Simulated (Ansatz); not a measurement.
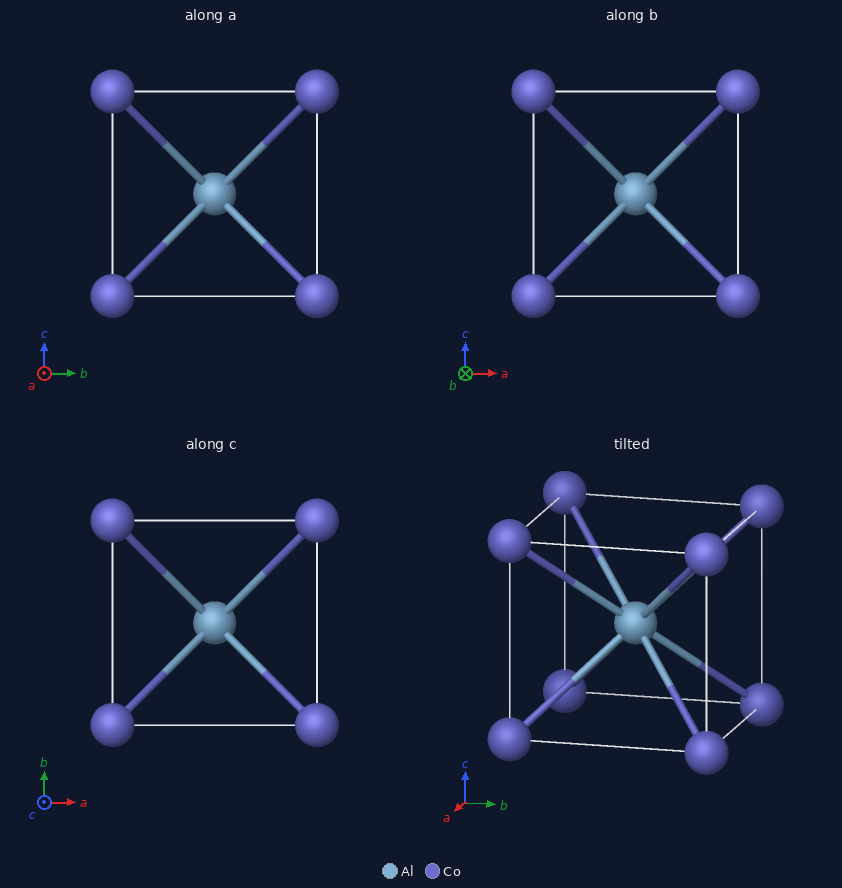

Crystal structure, ball-and-stick style, seen along the a axis, along the b axis, along the c axis and slightly off an axis. The parallelepiped is the conventional unit cell.

Lattice parameters: a = 2.852 Å, b = 2.852 Å, c = 2.852 Å, α = 90.00°, β = 90.00°, γ = 90.00°. Put a along x and b in the xy plane.

Question: Give the structure in the form of a POSCAR file.

Answer:
```
Al Co
1.0
     2.852    0.000    0.000
     0.000    2.852    0.000
     0.000    0.000    2.852
Al Co
1 1
Direct
  0.5000 0.5000 0.5000
  0.0000 0.0000 0.0000
```

The initial geometry was a structure type filled with these elements by a generator (whether the compound takes this form wasn't checked). What is shown is the relaxed result from DFT PBE, scalar-relativistic, plane waves, PAW (Ansatz).
